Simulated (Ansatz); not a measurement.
# (ZnSe)2(MgS)2 [0001] superlattice, started as wurtzite: phonons and vibrational spectra

The cell of (ZnSe)2(MgS)2 [0001] superlattice, started as wurtzite is at rest. What are its phonons?

Main program and level: Ansatz 0.2.0; DFT PBEsol, scalar-relativistic, plane waves, PAW.

The structure was built from a prototype and need not be the compound's stable phase.

**1. Set-up**

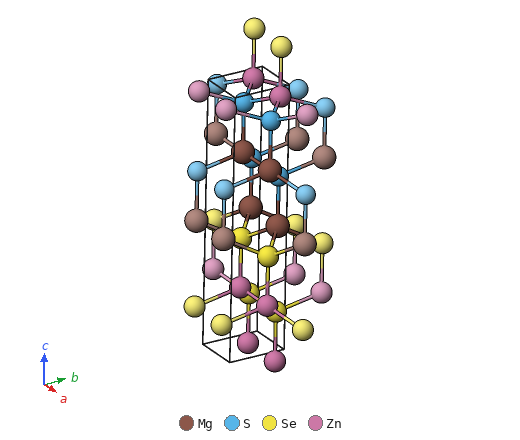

The cell as given, slightly off an axis (magnesium brown, sulfur blue, selenium yellow, zinc pink). 2×1×1 cells are drawn. Some periodic images of atoms are drawn too.

**2. Linear response at the zone centre**

The cell comes from relaxations at this level that are not shown. The zone centre is the only wavevector solved here; it holds the modes that light can see, as far as symmetry allows. The response to a homogeneous field gives the Born charges and the dielectric tensor, and its change with displacement the Raman tensors.

The input, input.yaml:

```yaml
crystal:
  lattice:
    - [3.9830135548, 0.0, 0.0]
    - [-1.9915067774, 3.449390922, 0.0]
    - [0.0, 0.0, 13.0789343941]
  atoms:
    - { symbol: Mg, position: [0.3333333333, 0.6666666667, 0.506376329] }
    - { symbol: Mg, position: [0.6666666667, 0.3333333333, 0.7553983603] }
    - { symbol: S, position: [0.3333333333, 0.6666666667, 0.6932411978] }
    - { symbol: S, position: [0.6666666667, 0.3333333333, 0.9430900208] }
    - { symbol: Se, position: [0.3333333333, 0.6666666667, 0.1821125529] }
    - { symbol: Se, position: [0.6666666667, 0.3333333333, 0.4305616778] }
    - { symbol: Zn, position: [0.3333333333, 0.6666666667, -0.0051399558] }
    - { symbol: Zn, position: [0.6666666667, 0.3333333333, 0.2443598173] }
kpoints:
  mp_grid: { grid: [9, 9, 2] }
hamiltonian:
  xc: pbesol
scf:
  occupations: { method: fixed }
output:
  eigenvalues: true
phonons:
  method: dfpt
  dielectric: true
  rigid_motions: translations
  raman: true
```

On the command line:

```sh
$ ansatz run input.yaml --threads 8 --pin off --max-ram 14336MiB --backend cpu --events-out ev --progress --plain --runs-dir out
```

Numbers of over 12 decimals in the logs are rounded to 6 here.

Output:

```text
Engine: ansatz 0.2.0, x86_64-unknown-linux-gnu
Pseudopotentials: kind: paw
Pseudopotential: Mg, paw, valence charge 10, recommended cutoff 420 eV (normal), Mg.paw.azcp
Pseudopotential: S, paw, valence charge 6, recommended cutoff 420 eV (normal), S.paw.azcp
Pseudopotential: Se, paw, valence charge 16, recommended cutoff 420 eV (normal), Se.paw.azcp
Pseudopotential: Zn, paw, valence charge 12, recommended cutoff 420 eV (normal), Zn.paw.azcp
Functional definition: PBEsol
  exchange = pbesol_x
  correlation = pbesol_c
Crystal: 8 atoms, lattice volume = 179.691 Å³
Basis set: ecut = 420 eV, 3547 PW (Γ), exchange–correlation on 54×54×180 points (8 copies of the dense FFT grid, shifted against one another)
Bands: 53, of which v1, the nominal top of the filled ones, is band 44 counted from 1 (43 counted from 0)
Symmetry: 6 space group operations
k-points: 50 of 162 (irreducible under 2 space group operations, time reversal used)
Non-local potential: Mg, projectors of the file, l = 0: 3, l = 1: 2, l = 2: 1
Non-local potential: S, projectors of the file, l = 0: 2, l = 1: 2, l = 2: 2
Non-local potential: Se, projectors of the file, l = 0: 2, l = 1: 2, l = 2: 3, l = 3: 1
Non-local potential: Zn, projectors of the file, l = 0: 2, l = 1: 2, l = 2: 3, l = 3: 1
PAW form: soft (Blöchl's): semilocal exchange-correlation on the pseudo side does not see the compensation charge
PAW frozen core: Mg, regenerated for the run's functional, and the local potential with it (the file was generated under x = pbe(κ = 0.804, μ = 0.219515), c = pbe(β = 0.066725))
PAW frozen core: S, regenerated for the run's functional, and the local potential with it (the file was generated under x = pbe(κ = 0.804, μ = 0.219515), c = pbe(β = 0.066725))
PAW frozen core: Se, regenerated for the run's functional, and the local potential with it (the file was generated under x = pbe(κ = 0.804, μ = 0.219515), c = pbe(β = 0.066725))
PAW frozen core: Zn, regenerated for the run's functional, and the local potential with it (the file was generated under x = pbe(κ = 0.804, μ = 0.219515), c = pbe(β = 0.066725))
PAW one-centre angular grid: Mg, 110 points (default); XC on 64 Gauss nodes
PAW one-centre angular grid: S, 110 points (default); XC on 64 Gauss nodes
PAW one-centre angular grid: Se, 590 points (default); XC on 64 Gauss nodes
PAW one-centre angular grid: Zn, 590 points (default); XC on 64 Gauss nodes
Initial density: superposition of atomic densities (neutral atoms: chi_scale 0, normalization atom), corrected by the library's trained network
Initial wavefunctions: pseudopotential atomic-orbital guess
Functional: x = pbesol(κ = 0.804, μ = 0.123457), c = pbesol(β = 0.046)
SCF iter   1: F=—  HF=-23012.167889 eV  |F-HF|=—  |Δ(HF+E_count)|=         —  Δρ=3.66e-3  dr2=3.96e-2  ethr=1.77e-3  ⟨swp⟩=4.9  Hψ=8956  notcnv=0  defer=318
preconditioner: auto → Resta (q_TF=auto, 2.422 Å⁻¹)  ε∞=4.8  [insulator: Δε(μ)=1.632 eV  Ē_g=10.307 eV  n_scr=52 (ndim 8)  ℏωp=20.0 eV  f_vac=0.070  ε∞_Penn≈4.8]
SCF iter   2: F=—  HF=-23012.158006 eV  |F-HF|=—  |Δ(HF+E_count)|=   9.88e-3  Δρ=1.43e-3  dr2=7.59e-3  ethr=4.50e-5  ⟨swp⟩=2.0  Hψ=4282  notcnv=0  defer=350
SCF iter   3: F=—  HF=-23012.156793 eV  |F-HF|=—  |Δ(HF+E_count)|=   1.21e-3  Δρ=1.05e-3  dr2=1.83e-3  ethr=8.63e-6  ⟨swp⟩=2.0  Hψ=3776  notcnv=0  defer=350
SCF iter   4: F=—  HF=-23012.156274 eV  |F-HF|=—  |Δ(HF+E_count)|=   5.19e-4  Δρ=3.52e-4  dr2=2.93e-4  ethr=2.08e-6  ⟨swp⟩=2.0  Hψ=3667  notcnv=0  defer=350
SCF iter   5: F=—  HF=-23012.156323 eV  |F-HF|=—  |Δ(HF+E_count)|=   4.96e-5  Δρ=9.34e-5  dr2=2.60e-5  ethr=3.34e-7  ⟨swp⟩=2.0  Hψ=3700  notcnv=0  defer=332
SCF iter   6: F=—  HF=-23012.156338 eV  |F-HF|=—  |Δ(HF+E_count)|=   1.48e-5  Δρ=4.24e-5  dr2=3.68e-6  ethr=2.95e-8  ⟨swp⟩=2.0  Hψ=4567  notcnv=0  defer=242
SCF iter   7: F=—  HF=-23012.156369 eV  |F-HF|=—  |Δ(HF+E_count)|=   3.02e-5  Δρ=1.24e-5  dr2=3.45e-7  ethr=4.18e-9  ⟨swp⟩=2.0  Hψ=4692  notcnv=0  defer=198
SCF iter   8: F=—  HF=-23012.156369 eV  |F-HF|=—  |Δ(HF+E_count)|=   4.05e-7  Δρ=1.05e-5  dr2=1.37e-7  ethr=3.93e-10  ⟨swp⟩=2.0  Hψ=4667  notcnv=0  defer=198
SCF iter   9: F=—  HF=-23012.156369 eV  |F-HF|=—  |Δ(HF+E_count)|=  9.09e-10  Δρ=5.08e-6  dr2=3.36e-8  ethr=1.56e-10  ⟨swp⟩=2.0  Hψ=3567  notcnv=0  defer=198
SCF iter  10: F=—  HF=-23012.156369 eV  |F-HF|=—  |Δ(HF+E_count)|=  9.50e-10  Δρ=1.02e-6  dr2=2.59e-9  ethr=3.82e-11  ⟨swp⟩=2.0  Hψ=3567  notcnv=0  defer=198
[...]
SCF 1 converged in 12 iterations: F = -23012.156369 eV  dr2 = 5.99e-11
  greatest PAW one-centre occupation: 1.000 electrons in one spin orbital (limit 2), on the Mg atom at site 0 (counted from 0), in its partial waves of l = 0
NSCF: frozen V_eff on 4 k-points
DFPT response loops at Γ: preconditioner auto → Resta (q_TF=auto, 2.422 Å⁻¹)  ε∞=6.0 (no band partly filled); β = 1.00, the filter's whole step (`scf.mixing.beta` (0.50) is not read by the response loops at its default; to damp them type it under 1.00, their step now; it binds the ground state too); Broyden in place of MSR1
── the response to a field inside a basis, on 12×12×4 k-points: an SCF that follows is theirs, and a resumed run solves both again ──
Bands: 45, of which v1, the nominal top of the filled ones, is band 44 counted from 1 (43 counted from 0)
k-points: 156
Initial density: handed on by an earlier stage of this run
Initial wavefunctions: pseudopotential atomic-orbital guess (no wavefunctions were taken with the density)
Eigensolver: Dense (156 Hₖ)
SCF iter   1: F=—  HF=-23011.894896 eV  |F-HF|=—  |Δ(HF+E_count)|=         —  Δρ=5.57e-4  dr2=2.20e-4  ethr=1.00e-1
preconditioner: auto → Resta (q_TF=auto, 2.422 Å⁻¹)  ε∞=6.3  [insulator: Δε(μ)=1.752 eV  Ē_g=8.665 eV  n_scr=52 (ndim 8)  ℏωp=20.0 eV  f_vac=0.062  ε∞_Penn≈6.3]
SCF iter   2: F=—  HF=-23011.894941 eV  |F-HF|=—  |Δ(HF+E_count)|=   4.49e-5  Δρ=2.66e-4  dr2=5.69e-5  ethr=2.50e-7
SCF iter   3: F=—  HF=-23011.894965 eV  |F-HF|=—  |Δ(HF+E_count)|=   2.45e-5  Δρ=1.44e-4  dr2=2.10e-5  ethr=6.47e-8
SCF iter   4: F=—  HF=-23011.894964 eV  |F-HF|=—  |Δ(HF+E_count)|=   9.65e-7  Δρ=2.49e-5  dr2=1.52e-6  ethr=2.39e-8
SCF iter   5: F=—  HF=-23011.894965 eV  |F-HF|=—  |Δ(HF+E_count)|=   5.74e-7  Δρ=8.31e-6  dr2=2.24e-7  ethr=1.72e-9
SCF iter   6: F=—  HF=-23011.894965 eV  |F-HF|=—  |Δ(HF+E_count)|=   1.01e-7  Δρ=3.84e-6  dr2=3.52e-8  ethr=2.55e-10
SCF iter   7: F=—  HF=-23011.894965 eV  |F-HF|=—  |Δ(HF+E_count)|=   2.91e-8  Δρ=3.31e-6  dr2=1.22e-8  ethr=4.00e-11
SCF iter   8: F=—  HF=-23011.894965 eV  |F-HF|=—  |Δ(HF+E_count)|=  7.13e-10  Δρ=9.88e-7  dr2=1.94e-9  ethr=1.39e-11
[...]
k-point 2: bands = [... 40 lower, 4.7059, 4.7658, 4.9814, 5.3062, 7.7412, 8.5738, 9.3863, 10.0334, ... 5 higher]
  k-point 49: bands = [... 40 lower, 3.4565, 3.9838, 4.0897, 4.4443, 9.3197, 9.6737, 9.8276, 10.3174, ... 5 higher]
--- Phonons (Γ-DFPT): 16 representative perturbations + reference, on 50 of 162 k-points (Σ response iterations 60) ---
  k mesh reduced under 2 symmetry operations, with k and −k counted as one. Each operation leaves every solved perturbation unchanged. A smaller set is not considered because the run solves the response to a homogeneous field
  ASR residual: 7.356e-5 → 0.000e0 eV/Å²; symmetrization residual: 7.563e-5 eV/Å²
  ASR residual per site (eV/Å²): 6.42e-5 4.48e-5 1.33e-5 1.46e-5 2.21e-5 5.85e-5 3.51e-5 7.36e-5
  Γ frequencies (cm⁻¹): 0.00 0.00 0.00 44.29 44.29 49.08 49.08 64.79 64.79 122.58 142.12 208.03 208.03 212.83 222.71 232.08 232.08 247.19 299.02 299.02 335.64 335.64 359.20 367.73
  ε∞ (high-frequency dielectric tensor):
        5.576206     0.000000     0.000000
        0.000000     5.576206    -0.000000
        0.000000    -0.000000     5.441004
  ε⁰ (static dielectric tensor: ions relaxed, cell fixed):
        8.444892     0.000000     0.000000
        0.000000     8.444892     0.000000
        0.000000     0.000000     8.437260
  ε⁰ − ε∞ (ionic part):
        2.868686     0.000000     0.000000
        0.000000     2.868686     0.000000
        0.000000     0.000000     2.996256
  softest optical mode at Γ: 44.29 cm⁻¹; the repairs (sum rule, projections) moved no ω² at Γ by more than (4.59 cm⁻¹)²
  Born effective charges Z* (e; rows j = field, columns β = displacement):
    site 0:
         1.79274    0.00000    0.00000
         0.00000    1.79274   -0.00000
         0.00000   -0.00000    2.09238
    site 1:
         1.83841    0.00000    0.00000
         0.00000    1.83841    0.00000
         0.00000   -0.00000    2.40849
    site 2:
        -1.87835   -0.00000   -0.00000
        -0.00000   -1.87835    0.00000
        -0.00000    0.00000   -2.44854
    site 3:
        -2.17004   -0.00000   -0.00000
        -0.00000   -2.17004    0.00000
        -0.00000    0.00000   -1.96840
    site 4:
        -1.92933   -0.00000   -0.00000
        -0.00000   -1.92933    0.00000
        -0.00000   -0.00000   -1.57047
    site 5:
        -1.68917   -0.00000   -0.00000
        -0.00000   -1.68917   -0.00000
        -0.00000   -0.00000   -2.02566
    site 6:
         2.04649    0.00000    0.00000
         0.00000    2.04649   -0.00000
         0.00000   -0.00000    1.84535
    site 7:
         1.98924    0.00000    0.00000
         0.00000    1.98924    0.00000
         0.00000    0.00000    1.66686
  Z* charge neutrality: 2.539e-2 e pre-enforcement
  solved inside a basis spanned on kpoints, on 12×12×4 k-points transformed towards the longest dipole: ε∞ is read to err by 3.4e-2, Z* by 2.8e-2 e (field_mesh: kpoints solves on kpoints); Z* is corrected for what the basis lacks
  Raman tensors (in the event stream and the table raman_tensors.tsv): an entry may err by 8.4e-1 Å², one of the second-order susceptibility by 7.8e-1 pm/V (basis, points and sum rule); their sum over the sites missed zero by 3.136e-3 Å² ahead of its enforcement
  optical modes at Γ without the LO–TO term, one row a degenerate level:
      ω (cm⁻¹)  modes    IR ((D/Å)²/amu)  static Raman (Å⁴/amu)  depolarisation
         44.29      2             0.0003                 0.3364           0.750
         49.08      2             0.0046                 0.6847           0.750
         64.79      2             0.0075                 0.1661           0.750
        122.58      1             0.1680                 9.1709           0.058
        142.12      1             0.0475                 9.9487           0.018
        208.03      2             5.5814                 0.3219           0.750
        212.83      1             3.9894                 4.6525           0.614
        222.71      1             0.3551                25.0768           0.011
        232.08      2             8.5429                 6.2235           0.750
        247.19      1             2.0856                 2.5261           0.003
        299.02      2             6.9040                 8.2571           0.750
        335.64      2            12.9227                 7.6848           0.750
        359.20      1            12.3067                 9.5640           0.036
        367.73      1             1.9135                71.8558           0.002
  optical modes at Γ + LO–TO along q̂ = [1.0000, 0.0000, 0.0000]:
      ω (cm⁻¹)  modes    IR ((D/Å)²/amu)  static Raman (Å⁴/amu)  depolarisation
         44.29      1             0.0002                 0.1682           0.750
         44.29      1             0.0001                 0.1675           0.750
         49.08      1             0.0023                 0.3423           0.750
         49.12      1             0.0010                 0.3512           0.750
         64.79      1             0.0037                 0.0830           0.750
         64.83      1             0.0016                 0.0771           0.750
        122.58      1             0.1680                 9.1709           0.058
        142.12      1             0.0475                 9.9487           0.018
        208.03      1             2.7907                 0.1610           0.750
        212.83      1             3.9894                 4.6525           0.614
        213.70      1             0.3980                 0.1656           0.750
        222.71      1             0.3551                25.0768           0.011
        232.08      1             4.2715                 3.1118           0.750
        247.19      1             2.0856                 2.5261           0.003
        247.83      1             2.4482                 4.7657           0.750
        299.02      1             3.4520                 4.1285           0.750
        307.54      1             1.4457                 3.1202           0.750
        335.64      1             6.4614                 3.8424           0.750
        359.20      1            12.3067                 9.5640           0.036
        365.62      1            12.6871                13.3788           0.750
        367.73      1             1.9135                71.8558           0.002
  optical modes at Γ + LO–TO along q̂ = [0.0000, 1.0000, 0.0000]:
      ω (cm⁻¹)  modes    IR ((D/Å)²/amu)  static Raman (Å⁴/amu)  depolarisation
         44.29      1             0.0002                 0.1682           0.750
         44.29      1             0.0001                 0.1675           0.750
         49.08      1             0.0023                 0.3423           0.750
         49.12      1             0.0010                 0.3512           0.750
         64.79      1             0.0037                 0.0830           0.750
[...]
optical modes at Γ + LO–TO along q̂ = [0.0000, 0.0000, 1.0000]:
      ω (cm⁻¹)  modes    IR ((D/Å)²/amu)  static Raman (Å⁴/amu)  depolarisation
[...]
64.79      2             0.0075                 0.1661           0.750
        123.46      1             0.0578                 8.3192           0.066
        142.34      1             0.0164                10.0482           0.020
        208.03      2             5.5814                 0.3219           0.750
        220.63      1             0.2688                 9.7246           0.049
        226.74      1             0.8759                23.3776           0.110
        232.08      2             8.5429                 6.2235           0.750
        256.24      1             1.8271                 1.8944           0.359
        299.02      2             6.9040                 8.2571           0.750
        335.64      2            12.9227                 7.6848           0.750
        366.41      1             0.0844                78.8635           0.000
        406.80      1            17.7353                14.3959           0.579
[key lines of the parts left out:]
SCF converged after 12 iterations
Free energy (F): -23012.156369 eV
Fermi energy:    5.414609 eV
```

It took 13 min on 8 threads of Intel Xeon Platinum 8559C (Emerald Rapids), shared host; peak memory 5.1 GiB; 85 min of CPU time.

In the SCF lines HF is the Harris–Foulkes energy and dr2 the Hartree energy of the density residual, in eV; the loop may stop once dr2 is under the threshold and the program's other checks hold. Hψ counts applications of the Hamiltonian.

Numbers from this step:

| Property | Result |
| --- | --- |
| gap on the k-mesh | 1.662 eV |
| volume per atom | 22.46 Å³ |
| sum-rule residual before enforcement | 7.36e-5 eV/Å² |
| miss of the charge sum rule | 0.02539 e |
| estimated error of the dielectric tensor | 0.03404 |
| estimated error of the Born charges | 0.02814 e |
| point group | 3m |
| highest optical mode at the zone centre (no LO-TO term) | 367.7 cm⁻¹ |
| lowest optical zone-centre mode | 44.29 cm⁻¹ |
| mean high-frequency dielectric constant | 5.531 |
| largest Born charge (third of the trace) | -2.103 e |
| mean static dielectric constant | 8.442 |
| top of the zone-centre spectrum with the field | 406.8 cm⁻¹ |

Without the LO-TO term. Patterns of degenerate modes are one choice out of their space. Modes at Γ, with each element's share of the kinetic energy:

```tsv
mode	frequency (cm⁻¹)	symmetry	Mg %	S %	Se %	Zn %
1	0.0	acoustic	12	16	39	33
2	0.0	acoustic	12	16	39	33
3	0.0	acoustic	12	16	39	33
4	44.3	E	16	5	60	19
5	44.3	E	16	5	60	19
6	49.1	E	10	23	21	46
7	49.1	E	10	23	21	46
8	64.8	E	29	41	8	22
9	64.8	E	29	41	8	22
10	122.6	A1	5	7	42	45
11	142.1	A1	27	40	15	19
12	208.0	E	0	0	48	52
13	208.0	E	0	0	48	52
14	212.8	A1	8	8	40	44
15	222.7	A1	5	5	42	48
16	232.1	E	0	72	0	28
17	232.1	E	0	72	0	28
18	247.2	A1	20	53	18	9
19	299.0	E	77	0	23	0
20	299.0	E	77	0	23	0
21	335.6	E	57	43	0	0
22	335.6	E	57	43	0	0
23	359.2	A1	58	39	1	1
24	367.7	A1	64	33	2	1
```

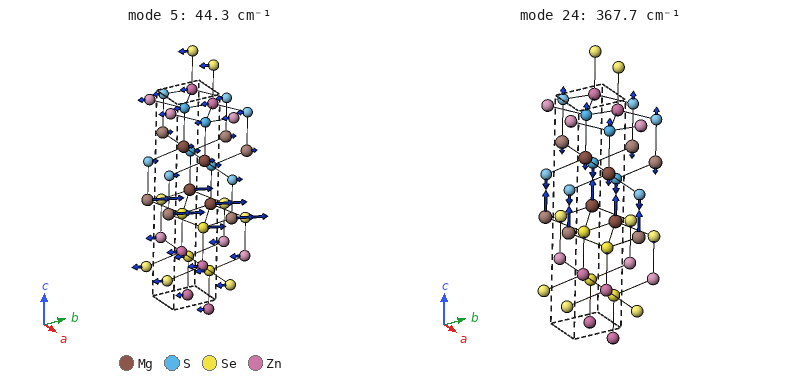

Displacement patterns of modes 5 and 24 at Γ; arrows are exaggerated. 2×1×1 cells are drawn. Some periodic images of atoms are drawn too.

Optical modes at the zone centre, without and with the macroscopic field of the longitudinal modes; each column is sorted by frequency, so a row need not hold one and the same mode. Modes with and without the field, by row:

```tsv
rank among optical modes	no field (cm⁻¹)	q along (1, 0, 0) (cm⁻¹)	q along (0, 0, 1) (cm⁻¹)
1	44.3	44.3	44.3
2	44.3	44.3	44.3
3	49.1	49.1	49.1
4	49.1	49.1	49.1
5	64.8	64.8	64.8
6	64.8	64.8	64.8
7	122.6	122.6	123.5
8	142.1	142.1	142.3
9	208	208	208
10	208	212.8	208
11	212.8	213.7	220.6
12	222.7	222.7	226.7
13	232.1	232.1	232.1
14	232.1	247.2	232.1
15	247.2	247.8	256.2
16	299	299	299
17	299	307.5	299
18	335.6	335.6	335.6
19	335.6	359.2	335.6
20	359.2	365.6	366.4
21	367.7	367.7	406.8
```

Born charge (rows field, columns displacement) (e), principal values of the symmetric part by kind of site:

```tsv
atom	atoms with these values	low	middle	high	mean
Mg1	1	1.79	1.79	2.09	1.89
Mg2	1	1.84	1.84	2.41	2.03
S3	1	-2.45	-1.88	-1.88	-2.07
S4	1	-2.17	-2.17	-1.97	-2.10
Se5	1	-1.93	-1.93	-1.57	-1.81
Se6	1	-2.03	-1.69	-1.69	-1.80
Zn7	1	1.85	2.05	2.05	1.98
Zn8	1	1.67	1.99	1.99	1.88
```

In full for Se5:

```
-1.93  0.00  0.00
 0.00 -1.93  0.00
 0.00  0.00 -1.57
```

High-frequency dielectric tensor:

```
5.58 0.00 0.00
0.00 5.58 0.00
0.00 0.00 5.44
```

Static dielectric tensor (ions relaxed, fixed cell):

```
8.44 0.00 0.00
0.00 8.44 0.00
0.00 0.00 8.44
```

(Continued in part 2 of 2.)

[Logs are printed without paths, hosts, clocks, repeated set-up lines and the standing remarks that a program may print on its own settings, such as how far it seeks lower states.]

[Hosts, paths, dates, database ids (printed as entryN), source tags and the programs' standing remarks are cut or masked in the printed files.]
